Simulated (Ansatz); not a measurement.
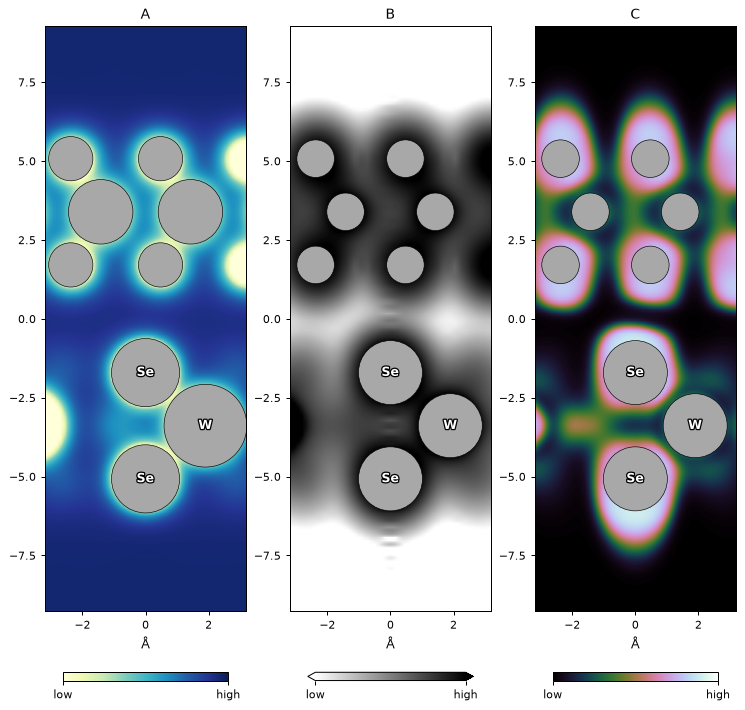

WSe$_{2}$ (slab): 3 fields on the (110) plane of the calculation cell, a cut from vacuum to vacuum, with unlabelled colour scales. Grey discs cover the atomic cores.

A point of a scan over the structure, not its minimum; PAW files of the earlier set (soft_1).

Level of theory: DFT PBE+D3(BJ), scalar-relativistic, plane waves, PAW (Ansatz 0.2.0).

```xyz
6
Lattice="3.2855 0.0000 0.0000 -1.6427 2.8453 0.0000 0.0000 0.0000 24.2386" Properties=species:S:1:pos:R:3 pbc="T T T"
Se    0.0000    1.8969    4.4999
W     1.6428    0.9484    6.1842
Se    0.0000    1.8969    7.8671
Se    0.8214    2.3711   11.2802
W     0.8214    0.4742   12.9631
Se    0.8214    2.3711   14.6472
```

**Which field does each panel show? The fields are: electron localisation function, electrostatic potential energy of an electron and valence pseudo-density.**

Panel A: electrostatic potential energy of an electron (low next to the atoms, rising into the space between them). Panel B: valence pseudo-density. Panel C: electron localisation function. From the grid: W–Se (2.54 Å): ρ at the midpoint is about 0.55 e/Å³; the ELF is about 0.55 at the midpoint.
